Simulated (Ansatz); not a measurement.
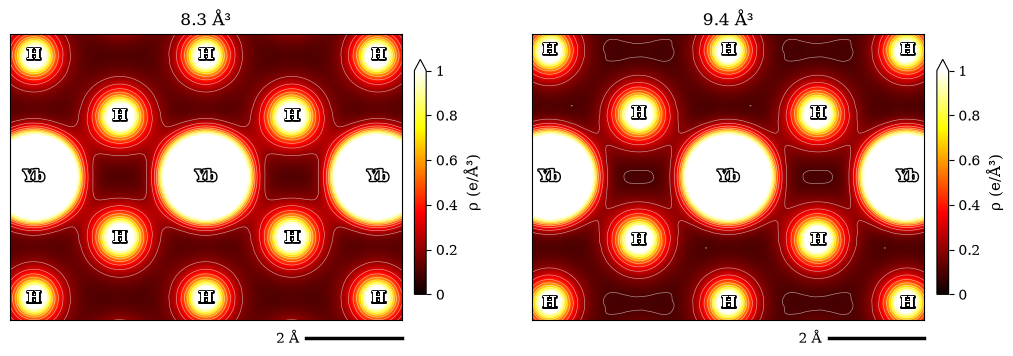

YbH$_{3}$. The valence electron density of cells scaled evenly to different volumes (given per atom above each panel), on the (101̄) plane of each (indices in the axes of the cell below), at one length scale and on one colour scale.

A structure from a database of computed crystals, not necessarily the ambient phase; no Hubbard U on the f states and no spin–orbit coupling; spin-polarised.

Level of theory: Ansatz 0.2.0, Kohn-Sham DFT of a periodic cell, PBE, Ansatz PAW.

The density is the valence pseudo-density of a PAW calculation; it isn't the true density close to the nuclei.

The largest cell:

```cif
data_structure
_symmetry_space_group_name_H-M 'P 1'
_symmetry_Int_Tables_number 1
_cell_length_a 3.7562
_cell_length_b 3.7562
_cell_length_c 3.7562
_cell_angle_alpha 60.000
_cell_angle_beta 60.000
_cell_angle_gamma 60.000
_cell_volume 37.48
loop_
_atom_site_label
_atom_site_type_symbol
_atom_site_fract_x
_atom_site_fract_y
_atom_site_fract_z
_atom_site_occupancy
Yb1 Yb 0.00000 0.00000 0.00000 1
H1 H 0.50000 0.50000 0.50000 1
H2 H 0.25000 0.25000 0.25000 1
H3 H 0.75000 0.75000 0.75000 1
```

| volume (Å³/atom) | Yb–H contact in the plane (Å) | ρ at its midpoint (e/Å³) | pressure (GPa) | 
| --- | --- | --- | --- |
| 8.31 | 2.210 | 0.388 | −1.0 | 
| 8.84 | 2.256 | ? | ? | 
| 9.37 | 2.300 | 0.308 | −8.5 | 

### What values belong in the row with question marks?

Over the known rows ln ρ falls by 2.57 per Å of Yb–H distance (the line through the two), which gives 0.345 e/Å³ at 2.256 Å; the calculation gives 0.345 e/Å³. For the pressure, a straight line in volume between the neighbouring rows gives −4.8 GPa; the calculation gives −5.4, lower because pressure rises ever faster on compression.
